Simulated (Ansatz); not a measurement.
C (space group Fd-3m, No. 227). Coordinates: the geometry relaxed with Ansatz 0.2.0, DFT, LDA (PW92), plane waves (420 eV) with PAW, scalar-relativistic; the starting structure was generated, so it need not be a known form of this composition.

```
CELL_PARAMETERS angstrom
3.53170 0.00000 0.00000
0.00000 3.53170 0.00000
0.00000 0.00000 3.53170
ATOMIC_POSITIONS crystal
C 0.00000 0.50000 0.50000
C 0.25000 0.75000 0.75000
C 0.00000 0.00000 0.00000
C 0.25000 0.25000 0.25000
C 0.50000 0.50000 0.00000
C 0.75000 0.75000 0.25000
C 0.50000 0.00000 0.50000
C 0.75000 0.25000 0.75000
```

Describe the stacking along [111], naming the columns A, B, C as they first turn up.

C(A) – C(A) – C(B) – C(B) – C(C) – C(C) (six layers in 6.12 Å).

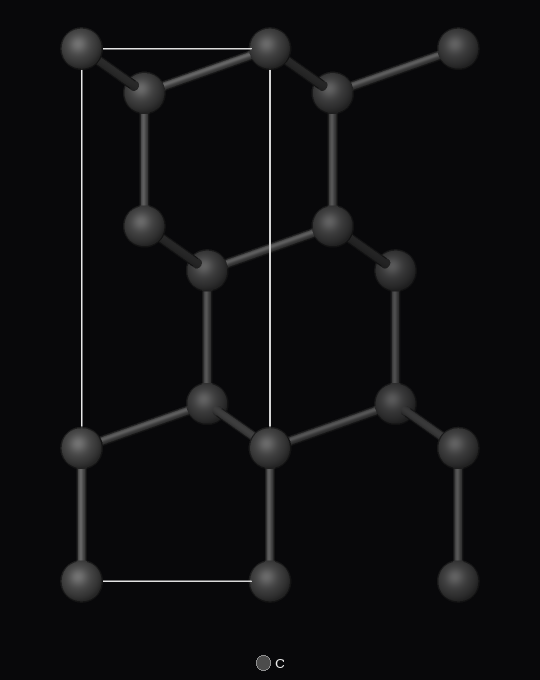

Projection along an edge of the hexagonal mesh, stacking direction [111] upwards. Every atom sits on one of the three columns of the mesh; call them A, B, C in the order in which they first turn up. The box is the hexagonal cell of the face-centred cubic lattice. The sequence starts with the first layer at or above the cell's origin.
